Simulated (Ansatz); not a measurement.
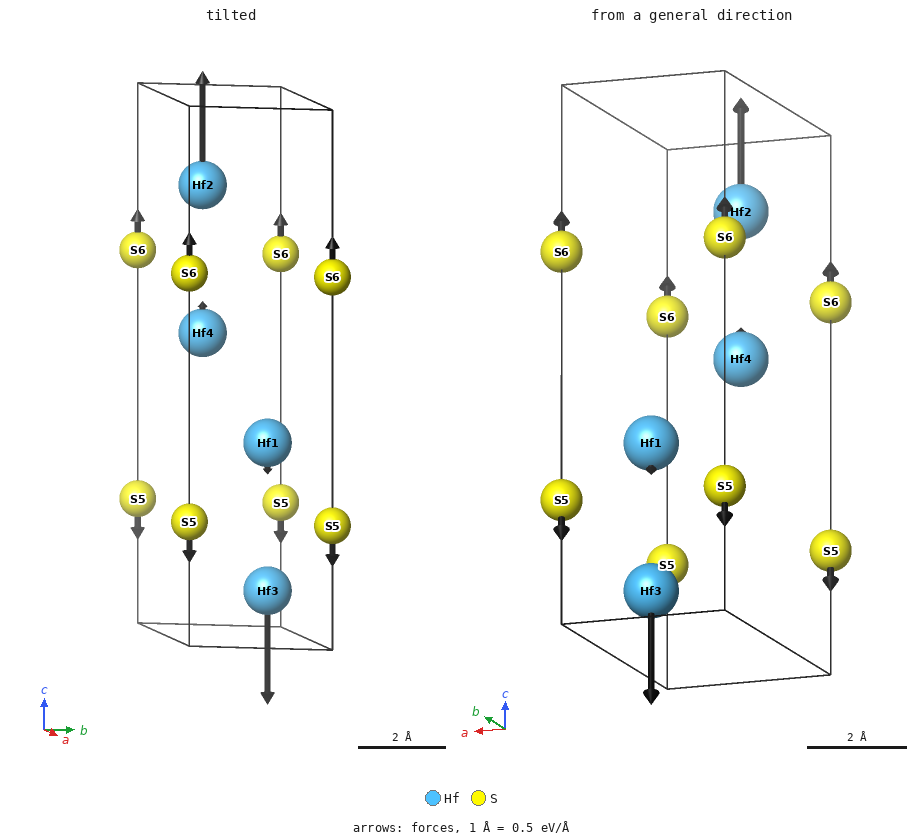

Shown here is a spheres-only view of the crystal, taken slightly off an axis and from a general direction. Atoms at the boundary of the simulation cell (the box) are drawn once for each face, edge or corner they touch. The arrows are the computed forces on the atoms.

System: Hf$_{2}$S. Setup: DFT PBEsol, scalar-relativistic, plane waves, PAW (Ansatz 0.2.0); a basis cut at 420 eV, k-mesh 16×16×4, Gaussian smearing of 0.15 eV, no spin polarisation.

### Are the forces small enough to call this converged?

No. The atoms still feel forces of up to about 1.1 eV/Å, far above a usual threshold of 0.01 to 0.03 eV/Å.

### On which atom is the force largest?

Hf2 and Hf3, about 1.1 eV/Å.

Its origin is a structure listed in the Materials Project. The cell was then strained or its atoms displaced on purpose. It went into a calculation with Ansatz.
